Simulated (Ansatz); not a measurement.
# Geometry relaxation, with input and output: Mg32O32H (charge +1) (part 2 of 2)

Mg32O32H (defect cell, 65 atoms in the cell, total charge +1); DFT, PBEsol, PAW, plane waves (Ansatz 0.2.0); cutoff 420 eV, 1×1×1 k-mesh, Fermi–Dirac smearing of 0.01 eV. 

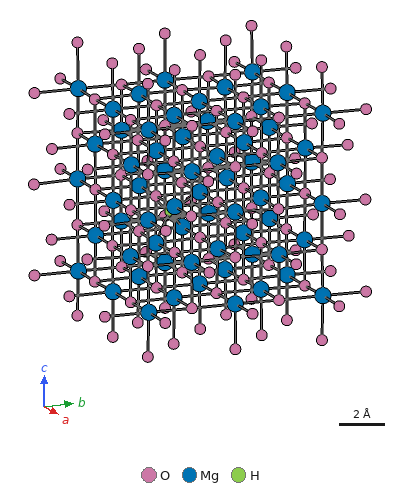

**Figure 1.** The starting structure (ball-and-stick view of the cell of the calculation, seen slightly off an axis; bonded neighbours outside the cell are drawn too).

```
SCF converged after 6 iterations
Free energy (F): -79252.258302 eV
Harris-Foulkes:  -79252.258302 eV  (|F-HF|=1.40e-9)
Internal energy: -79252.258302 eV  (E = F + TS)
E sigma→0 (E₀):  -79252.258302 eV
Fermi energy:    10.676937 eV
--- Per-component energies (eV) ---
  E_band       = -9351.075848
  E_kinetic    = 8163.433148
  E_local      = -51291.192467  (includes V_loc(G=0)·N_el)
  E_nonlocal   = 4600.154002
  E_hartree    = 17711.729918
  E_xc         = -3325.848044
  E_vxc        = -4285.364735  (∫ρ·V_xc dr)
  E_paw        = -13859.142915  (= ΣΔE_a)
  E_vpaw       = -1961.646559  (= ΣTr[D̂ρ^β])
  E_aug_tail   = 0.079015  (compensation charges beyond the density's cutoff)
  E_ewald      = -41254.483764
  E_core_change = 3.012806  (= ΣΔE_core)
  E_smearing   = -0.000000  (= −TS)
  E_closure    = 0.000000  (closes the sum)
  E_deformation_potential = 18.373305  (in the stress; not in F)
  Σ components = -79252.258302   (vs F -79252.258302, Δ=0.00e0)
--- Forces (eV/Å), atoms counted from 1 ---
  atom   1  O     -0.00230590    -0.00055106    -0.00055822
  atom   2  O     -0.00144840    -0.00065581     0.00096039
  atom   3  O     -0.00136907     0.00076291    -0.00146680
  atom   4  O     -0.00793839     0.00343845     0.00317664
  atom   5  O      0.00158814    -0.00098503    -0.00103019
  atom   6  O      0.00079868    -0.00021935     0.00198078
  atom   7  O      0.00113876     0.00216462    -0.00071582
  atom   8  O      0.00000848     0.00092088     0.00116194
  atom   9  O      0.00210880    -0.00010119    -0.00190616
  atom  10  O     -0.00053521    -0.00089371     0.00223628
  atom  11  O      0.00063314    -0.00075162    -0.00079923
  atom  12  O      0.00026774    -0.00013830     0.00075306
  atom  13  O     -0.00222879     0.00141469     0.00143145
  atom  14  O     -0.00009391    -0.00235764    -0.00178670
  atom  15  O     -0.00001973    -0.00173224    -0.00190542
  atom  16  O      0.00076881    -0.00014242     0.00262516
  atom  17  O      0.00213178    -0.00125736    -0.00019392
  atom  18  O      0.00068817    -0.00092897    -0.00053374
  atom  19  O     -0.00006652     0.00159204    -0.00008186
  atom  20  O      0.00114852     0.00010116    -0.00087872
  atom  21  O     -0.00177294     0.00179593     0.00125934
  atom  22  O      0.00004605    -0.00177145    -0.00168168
  atom  23  O     -0.00088700    -0.00177637    -0.00063285
  atom  24  O     -0.00056721     0.00207287    -0.00078847
  atom  25  O      0.00155334    -0.00044604     0.00024392
  atom  26  O     -0.00291989    -0.00036346     0.00107518
  atom  27  O     -0.00238713     0.00124616    -0.00099616
  atom  28  O     -0.00067416    -0.00087761    -0.00069567
  atom  29  O     -0.00055326     0.00125334     0.00155397
  atom  30  O      0.00235470    -0.00035108    -0.00219970
  atom  31  O      0.00187213    -0.00248475    -0.00044229
  atom  32  O      0.00087425    -0.00043331    -0.00037302
  atom  33  Mg    -0.00076534     0.00184654     0.00137968
  atom  34  Mg    -0.00006662     0.00195694    -0.00104593
  atom  35  Mg    -0.00091615    -0.00125263     0.00214587
  atom  36  Mg    -0.00061359     0.00101507     0.00063276
  atom  37  Mg     0.00107689     0.00132759     0.00109384
  atom  38  Mg     0.00011558     0.00157628    -0.00203397
  atom  39  Mg     0.00043327    -0.00209707     0.00059959
  atom  40  Mg     0.00847951     0.00079968     0.00133816
  atom  41  Mg     0.00253730    -0.00031351    -0.00062717
  atom  42  Mg     0.00322880    -0.00312104     0.00064287
  atom  43  Mg     0.00188810     0.00017147     0.00299249
  atom  44  Mg     0.00165228     0.00098353    -0.00156824
  atom  45  Mg    -0.00176564    -0.00068566     0.00128338
  atom  46  Mg    -0.00148640    -0.00020099    -0.00200075
  atom  47  Mg    -0.00214983     0.00031244     0.00169106
  atom  48  Mg    -0.00280902     0.00009669    -0.00104028
  atom  49  Mg     0.00282935    -0.00010213     0.00025294
  atom  50  Mg     0.00181461     0.00309656    -0.00035576
  atom  51  Mg     0.00233845     0.00053221    -0.00453389
  atom  52  Mg     0.00154218    -0.00092632     0.00089497
  atom  53  Mg    -0.00185477     0.00138213    -0.00090287
  atom  54  Mg    -0.00219156     0.00193998     0.00052318
  atom  55  Mg    -0.00141672    -0.00222493     0.00005843
  atom  56  Mg    -0.00293223    -0.00105135     0.00028836
  atom  57  Mg    -0.00421659    -0.00117333    -0.00128820
  atom  58  Mg    -0.00064880    -0.00110947     0.00092102
  atom  59  Mg    -0.00027264     0.00076488    -0.00006325
  atom  60  Mg    -0.00146594     0.00136183     0.00096214
  atom  61  Mg     0.00408297    -0.00241042    -0.00208428
  atom  62  Mg     0.00053728    -0.00018165     0.00177129
  atom  63  Mg    -0.00034182     0.00158220     0.00109327
  atom  64  Mg     0.00084113     0.00017268    -0.00003963
  atom  65  H      0.00029645    -0.00160357    -0.00177109
  max |Σ_I F_I| component: 8.92e-6 eV/Å
--- Charged-cell corrections in eV (Makov–Payne, q = +1.000 e, ε = 9.800) ---
  F (periodic)     = -79252.258302  (uncorrected; the corrections below are reported, never added to it)
  E_corr1          = +0.247306  (monopole, q²α_M/2εL)
  F Makov-Payne    = -79252.010996  (F + E_corr1; no measured alignment; for a localised charge, not one spread in a band: unchecked)
--- Band table (eV) ---
  k-point 0: bands = ["-64.0544", "-64.0539", "-64.0485", "-63.9330", "-63.9315", "-63.9309", "-63.8084", "-63.8069", "-63.8055", "-63.8045", ... 111 levels left out ..., "-30.6254", "-30.6250", "-30.6240", "-30.6234", "-30.6219", "-30.6172", "-30.6145", "-11.5790", "-8.9255", "-8.5980", "-8.5923", "-8.4762", "-8.2668", "-8.2636", "-8.1917", "-8.0429", "-8.0410", "-8.0314", "-7.9421", "-7.8896", "-7.8764", "-7.8222", "-7.8026", "-7.7935", "-7.7890", "-7.7489", "-7.7368", "-7.7315", "-7.6459",
      "-7.6412", "-7.6330", "-7.6190", "-7.6091", "-7.5466", "-7.5443", "-7.5351", "-7.5259", "-7.5153", "-7.5153", "0.5269", "3.3709", "3.4450", "3.7136", "3.7697", "3.9021", "4.0134", "4.1584", "4.1791", "4.1896", "4.2306", "4.2426", "4.2634", "4.3045", "4.3338", "4.3400", "4.4148", "4.4374", "4.4624", "4.5083", "4.5262", "4.5265", "4.6141", "4.6288", "4.6347", "4.7731", "4.8031", "4.8058", "5.1226", "5.3092",
      "5.3721", "5.5355", "5.5480", "5.5640", "5.5855", "5.6092", "5.6388", "5.7180", "5.7253", "5.7326", "5.9582", "6.0550", "6.1402", "6.2600", "6.2965", "6.3017", "6.3036", "6.3125", "6.3293", "6.4431", "6.5064", "6.5458", "6.6358", "6.6379", "6.6618", "6.7060", "6.7199", "6.7356", "6.7933", "6.7961", "6.8171", "6.8259", "6.8744", "6.9074", "6.9602", "6.9970", "7.0044", "7.0264", "7.0274", "7.0644",
      "7.0703", "7.0758", "7.0859", "7.1213", "7.1294", "7.1474", "7.1582", "7.1865", "7.2098", "7.2149", "7.2553", "7.2652", "7.3060", "7.4585", "7.4711", "7.5157", "7.5236", "7.5298", "7.5466", "7.5502", "7.5648", "7.6200", "7.6247", "7.6324", "7.9104", "7.9266", "13.4254", "14.6393", "15.1481", "15.1496", "15.4459", "15.8194", "15.9431", "15.9576", "16.1664", "16.4251", "16.4733", "16.7419", "17.0311", "17.0389",
      "17.1495", "17.3226", "17.3369", "17.3544", "17.3739", "17.3835", "17.4111", "17.4859", "17.4893", "17.7048", "17.7807", "17.8138", "18.0550", "18.2302", "18.2741", "18.3898", "18.4115", "18.4144", "18.4556", "18.4819", "18.4900", "18.5039", "18.5571", "18.5652", "19.0711", "19.3880", "19.4220", "19.4477", "19.5069", "19.5321", "19.5371", "19.5599", "19.5961", "19.6013", "19.6309", "19.6632", "19.8039", "19.9054", "19.9129", "19.9428",
      "20.0210", "20.0224", "20.0535", "20.0829", "20.0979", "20.1475", "20.1664", "20.2449", "20.2653", "20.2859", "20.3541"]
--- Relaxed structure (11 steps of the walk, 10 accepted, 0 SCFs on fresh bases) ---
  F+E_penalty+E_count = -79252.25830196 eV   max|allowed force component| = 8.480e-3 eV/Å
  atoms:
    - { symbol: O, position: [0.251315262755804, 0.999706276416902, 0.9997577979720403] }
    - { symbol: O, position: [0.2513226419887735, 0.9948047707882367, 0.4993738545689357] }
    - { symbol: O, position: [0.25132798708043186, 0.4993270054067909, -0.005123620232891778] }
    - { symbol: O, position: [0.2528810699175317, 0.49801823216463204, 0.49806972151317763] }
    - { symbol: O, position: [0.751042317463896, -0.00034875910149865375, 0.9996965019866018] }
    - { symbol: O, position: [0.7510115295145432, -0.00032859989496912155, 0.49940207514613266] }
    - { symbol: O, position: [0.7510163612142203, 0.4993564336688902, -0.00027934950292718896] }
    - { symbol: O, position: [0.7557404946729083, 0.4993372363569746, 0.49937753368333077] }
    - { symbol: O, position: [0.0016596730409146991, 0.24971985622016987, 0.9996791880100788] }
    - { symbol: O, position: [1.0020704233307336, 0.24840993555630955, 0.4998198082273497] }
    - { symbol: O, position: [1.0019253680186346, 0.748763316264904, 0.9985054875153623] }
    - { symbol: O, position: [0.004276300136154321, 0.7463739577374228, 0.49846980955246384] }
    - { symbol: O, position: [0.5001678954467669, 0.25049831237968995, 1.000304833399063] }
    - { symbol: O, position: [0.49593294176184666, 0.2547179587870874, 0.5001171421151139] }
    - { symbol: O, position: [0.5009776077594957, 0.7490657219744726, 0.9996402206396194] }
    - { symbol: O, position: [0.5022696859913991, 0.7486523574091571, 0.4998088914671115] }
    - { symbol: O, position: [1.001658659853578, 0.9996242193483951, 0.2497699140325837] }
    - { symbol: O, position: [1.0019228732602241, 0.9984623368158004, 0.7488049435333557] }
    - { symbol: O, position: [0.0020708098412761705, 0.49977957243180304, 0.24844988833799686] }
    - { symbol: O, position: [1.0042682085771484, 0.4984270654087427, 0.7464363762437867] }
    - { symbol: O, position: [0.5001631816295612, 1.000256075862806, 0.25054793126211655] }
    - { symbol: O, position: [0.5009731860993717, 0.999594709246182, 0.749104315057073] }
    - { symbol: O, position: [0.4959663731815159, 0.5000797446033608, 0.2547263502078779] }
    - { symbol: O, position: [0.5022835314597345, 0.49977463434376784, 0.7487071069989613] }
    - { symbol: O, position: [0.2507169261527277, 0.25494236330909037, 0.25498840449114707] }
    - { symbol: O, position: [0.2509028066675571, 0.24836504414580984, 0.7487060485424215] }
    - { symbol: O, position: [0.2509020932400335, 0.7486532239878808, 0.2484190581437572] }
    - { symbol: O, position: [0.25224608793122283, 0.7463770177101916, 0.7464304199037725] }
    - { symbol: O, position: [0.7504624977189944, 0.2505061389674795, 0.2505523705653163] }
    - { symbol: O, position: [0.7510757798738041, 0.24971079142933736, 0.7491092241201747] }
    - { symbol: O, position: [0.7510856522192426, 0.749073469004919, 0.24975526168378748] }
    - { symbol: O, position: [0.7522186776482997, 0.7487586942630947, 0.7488005966844896] }
    - { symbol: Mg, position: [0.0003850434824745424, -0.0007838952559362318, 0.9992663057601157] }
    - { symbol: Mg, position: [0.9988476292130826, -0.003386585085276424, 0.49927270547067437] }
    - { symbol: Mg, position: [0.9988644680554195, 0.4992278296038415, 0.9966709512246849] }
    - { symbol: Mg, position: [0.9957716955861512, 0.49758498027259473, 0.4976351402118057] }
    - { symbol: Mg, position: [0.5019605748628376, -1.731042295160184e-6, 1.0000429391397485] }
    - { symbol: Mg, position: [0.5031178071893726, -0.001314710853423814, 0.4996544305439623] }
    - { symbol: Mg, position: [0.5031219145804741, 0.4996107037483463, 0.9987508449672677] }
    - { symbol: Mg, position: [0.5223455970326832, 0.5060122892331784, 0.5060379766671429] }
    - { symbol: Mg, position: [0.25108910777328114, 0.24760510729656607, -0.0012738293862787538] }
    - { symbol: Mg, position: [0.24458843027828758, 0.22793624814808477, 0.5061943181271843] }
    - { symbol: Mg, position: [0.2514514553652967, 0.7517988507960031, 0.9966846765269187] }
    - { symbol: Mg, position: [0.25309382482844034, 0.7548814945788256, 0.4976440839653654] }
    - { symbol: Mg, position: [0.7506957238059407, 0.24874294377566533, 1.000045167924335] }
    - { symbol: Mg, position: [0.7519527271196452, 0.24760330906456074, 0.4996493006351797] }
    - { symbol: Mg, position: [0.751475597460229, 0.7502898786023737, -0.0007440331890447468] }
    - { symbol: Mg, position: [0.7539975042057256, 0.7517580708315781, 0.4992795353358819] }
    - { symbol: Mg, position: [0.25108461208963595, -0.0013403256859804535, 0.24764533290870794] }
    - { symbol: Mg, position: [0.2514499633343273, -0.0033712729232512942, 0.7518614628224449] }
    - { symbol: Mg, position: [0.2446159817827471, 0.5061454812489093, 0.22803352846802735] }
    - { symbol: Mg, position: [0.25309817404403123, 0.49758848738635625, 0.7549384388286238] }
    - { symbol: Mg, position: [0.7506968117688354, 1.0000007412488279, 0.2487895959719093] }
    - { symbol: Mg, position: [0.7514717386649512, -0.0007880869890602935, 0.750332652478257] }
    - { symbol: Mg, position: [0.7519596649675422, 0.4996083699282156, 0.24763945652124184] }
    - { symbol: Mg, position: [0.7539956625997051, 0.4992361245606539, 0.7518070837043207] }
    - { symbol: Mg, position: [0.0007035026055209405, 0.24922791728426724, 0.24927256281044494] }
    - { symbol: Mg, position: [0.0003026664948846937, 0.24816884874907205, 0.7504184520916598] }
    - { symbol: Mg, position: [0.00030288744839681084, 0.7503667767904612, 0.24820313867021546] }
    - { symbol: Mg, position: [0.0019560409835218586, 0.7486933316103712, 0.748745327979362] }
    - { symbol: Mg, position: [0.5002337814736755, 0.25048843709095636, 0.2505296622229399] }
    - { symbol: Mg, position: [0.5014924618797325, 0.2491984230249478, 0.7500404648044872] }
    - { symbol: Mg, position: [0.5015070902865997, 0.7500003175087726, 0.24922269060321872] }
    - { symbol: Mg, position: [0.502543891477062, 0.7503666072099877, 0.7504171737627523] }
    - { symbol: H, position: [0.3199660618111438, 0.4296959252279741, 0.42983035555726407] }
--- Löwdin populations: 65 sites ---
  site symbol       q [e]
     0      O      7.3708
     1      O      7.3772
     2      O      7.3772
     3      O      7.0358
     4      O      7.3706
     5      O      7.3712
     6      O      7.3712
     7      O      7.3771
     8      O      7.3692
     9      O      7.3713
    10      O      7.3693
    11      O      7.3708
    12      O      7.3692
    13      O      7.3492
    14      O      7.3693
    15      O      7.3713
    16      O      7.3692
    17      O      7.3693
    18      O      7.3713
    19      O      7.3708
    20      O      7.3692
    21      O      7.3693
    22      O      7.3493
    23      O      7.3713
    24      O      7.3477
    25      O      7.3713
    26      O      7.3713
    27      O      7.3704
    28      O      7.3692
    29      O      7.3691
    30      O      7.3691
    31      O      7.3693
    32     Mg      8.4714
    33     Mg      8.4716
    34     Mg      8.4716
    35     Mg      8.4623
    36     Mg      8.4715
    37     Mg      8.4713
    38     Mg      8.4713
    39     Mg      8.4569
    40     Mg      8.4714
    41     Mg      8.4567
    42     Mg      8.4718
    43     Mg      8.4622
    44     Mg      8.4715
    45     Mg      8.4713
    46     Mg      8.4715
    47     Mg      8.4716
    48     Mg      8.4714
    49     Mg      8.4718
    50     Mg      8.4567
    51     Mg      8.4622
    52     Mg      8.4715
    53     Mg      8.4715
    54     Mg      8.4713
    55     Mg      8.4716
    56     Mg      8.4714
    57     Mg      8.4715
    58     Mg      8.4715
    59     Mg      8.4716
    60     Mg      8.4712
    61     Mg      8.4713
    62     Mg      8.4713
    63     Mg      8.4715
    64      H      0.7402
  spilling = 0.009330 (of n_electrons = 512.000000)
```

Results in brief

```json
{"quantity": "outcome", "value": "converged"}
{"quantity": "electrons treated", "value": "512"}
{"quantity": "free energy", "value": "−79252.2583 eV"}
{"quantity": "Fermi energy", "value": "10.677 eV"}
{"quantity": "largest force (length of the vector) at the end", "value": "0.009 eV/Å"}
{"quantity": "hardware", "value": "7 CPU threads, shared host"}
{"quantity": "wall time", "value": "65 s (CPU time 6.5 min)"}
{"quantity": "peak memory", "value": "1.5 GiB"}
```

Notes

The k-point mesh is coarse for a cell of this size, so the results may not be converged.
